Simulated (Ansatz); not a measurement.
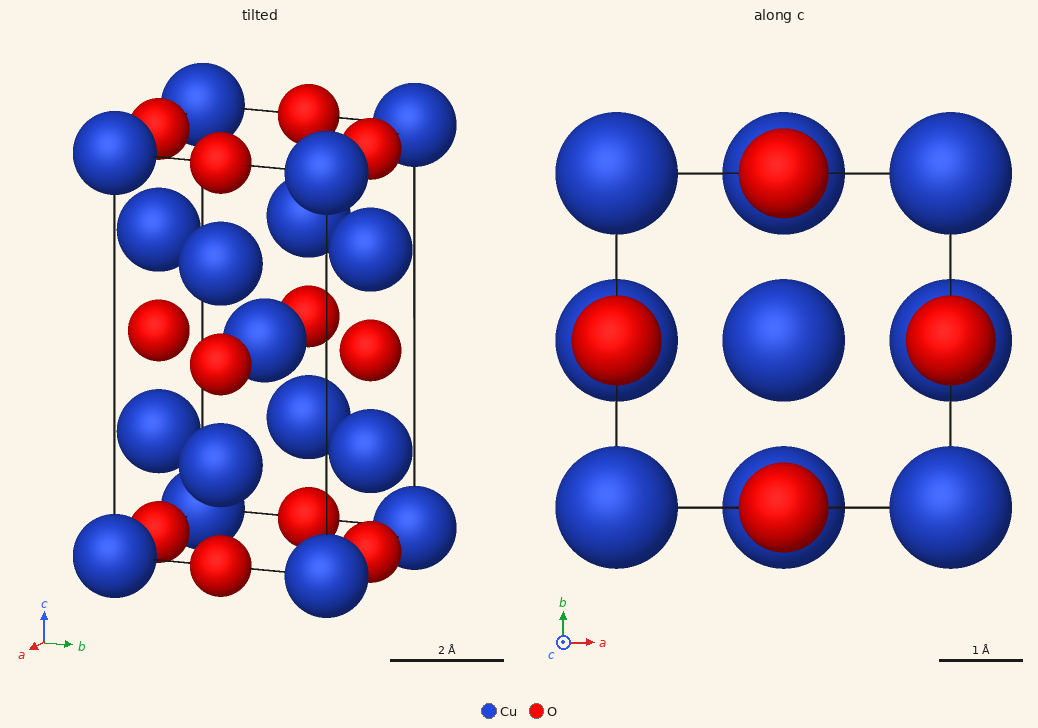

View slightly off an axis and along the c axis, drawn as a spheres-only model. One conventional unit cell is framed, with atoms on its boundary repeated. Cell: a = 4.07 Å, b = 4.07 Å, c = 7.34 Å, α = 90.00°, β = 90.00°, γ = 90.00°.

The structure was taken from a structure listed in the Materials Project. Earlier steps of the study may have refined or changed the cell and positions. It was the input of a calculation with Ansatz.

**Explain the picture.**

It has the composition Cu₃O₂. It belongs to space group I4/mmm (No. 139) and has a body-centred tetragonal lattice. Cell content 6 Cu, 4 O; Z = 2. Around each O lie four Cu in a distorted square planar arrangement at about 1.8 to 2.0 Å. Cu takes two kinds of site: 4d with two O in a linear arrangement at about 1.8 Å; 2a with four O in a square planar arrangement at about 2.0 Å. Not all metal-metal contacts are counted.

The calculation used DFT LDA, scalar-relativistic, plane waves, PAW in Ansatz 0.2.0, with a basis cut at 420 eV, k-points about 0.16 Å⁻¹ apart, Gaussian smearing of 0.1 eV, no spin polarisation.

**Does it come out as a metal, or with a gap?**

A metal: bands cross the Fermi level.

**What charge does Bader's analysis assign to each element?**

Cu +0.60 to +0.78 e; O -0.99 e.

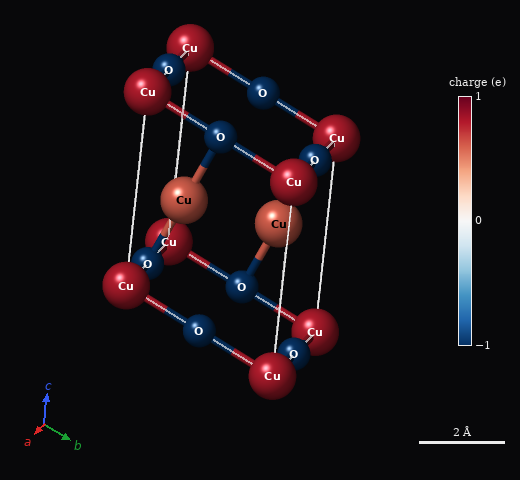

The atoms coloured by those charges. The run's cell of 5 atoms is drawn in a reduced setting, so axes and origin can differ from the first picture.

**Is this the optimised geometry for these settings?**

No. All forces vanish to within 0.01 eV/Å. The pressure is -12.4 GPa, so the cell would contract. The stress isn't hydrostatic: its largest component is 17.6 GPa.
